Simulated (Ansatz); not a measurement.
```
Sn S
1.0
     3.52185    0.00000    0.00000
    -1.76092    3.05001    0.00000
     0.00000    0.00000    4.98320
Sn S
1 2
Direct
  0.00000 0.00000 0.00000
  0.66667 0.33333 0.29405
  0.33333 0.66667 0.70595
```

Space group P-3m1; computed pressure about 16 GPa in this cell.

All numbers below come from DFT PBEsol, scalar-relativistic, plane waves, PAW in Ansatz 0.2.0.

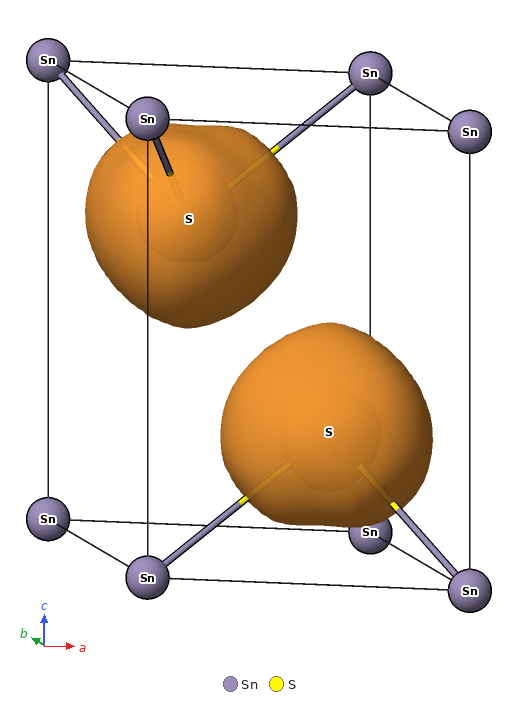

SnS₂. Isosurface of the ELF at 0.7 (orange), seen slightly off an axis. Core shells and regions of very low density are left out. Sticks mark near contacts.

Core electrons are frozen (PAW), and the valence fields are smoothed inside the atomic spheres.

Identify the bonds, lone pairs and shells in this picture.

The ELF exceeds this value in two regions wrapped around S (the valence shell of each), counted in one cell of 3 atoms. Regions shared between cells count once. Profiles from the grid: Sn–S (2.51 Å): the ELF peaks at about 0.85 in the valence shell of S, 0.8 Å from its nucleus, and is about 0.55 at the midpoint.

Does the calculation give a band gap?

It is gapless in this calculation (a metal or semimetal).
